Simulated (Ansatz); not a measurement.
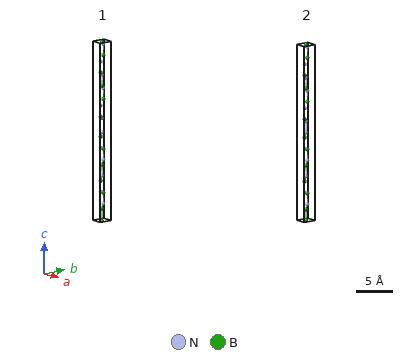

Two geometries of an interface cell of composition BN, drawn at one scale. One is the start of a relaxation, the other its converged end. Style: ball-and-stick. Shown: the cell of the calculation (origin shifted), slightly off an axis.

Method: Ansatz 0.2.0, DFT PBE, scalar-relativistic, plane waves, PAW. Settings: plane-wave cutoff 420 eV; k-point mesh 12 × 12 × 1; occupations gaussian; smearing width 0.05 eV; no spin polarisation; cell relaxed at fixed a, b, alpha, beta, gamma; force threshold 0.02 eV/Å; at most 60 steps.

> Which of the two is the end point?

Structure 1 is the relaxed one. Case: symmetric tilt boundary Sigma 3 (1 1 1), mirror between planes, shift [0, 0]. After 7 accepted moves (11 points after the start) the energy has fallen by 0.977 eV per cell of the calculation. Largest force component: 4.3 eV/Å at the start, 0.0026 eV/Å at the end. Pressure: 4.90 GPa at the start and 0.80 GPa at the end. The line search rejected the trial steps at points 4, 6 of the run. The SCF was repeated twice at an unchanged geometry on a basis and grid sized afresh for the cell, which shifted the energy by 19.5 meV per cell of the calculation at most. The largest moves relative to the cell, 0.20 Å, are those of N atoms. By element the largest moves are N 0.20 Å, B 0.10 Å. Cell: a = b unchanged at 2.563 Å, c 25.113 → 25.574 Å (+1.8 %). Volume +1.8 %. Some distances before and after: N–N 1.570 → 1.993 Å, B–B 1.570 → 1.804 Å, B–N 1.570 → 1.607 Å, B–N 1.570 → 1.539 Å. Bond angles that change, for instance: N–B–N 109.5° → 106.0°, N–B–N 109.5° → 112.7°, B–N–B 109.5° → 112.7°. Cost: 3.6 min on 2 threads of Arm Neoverse V1, with other jobs on the host, peak memory 0.51 GiB.
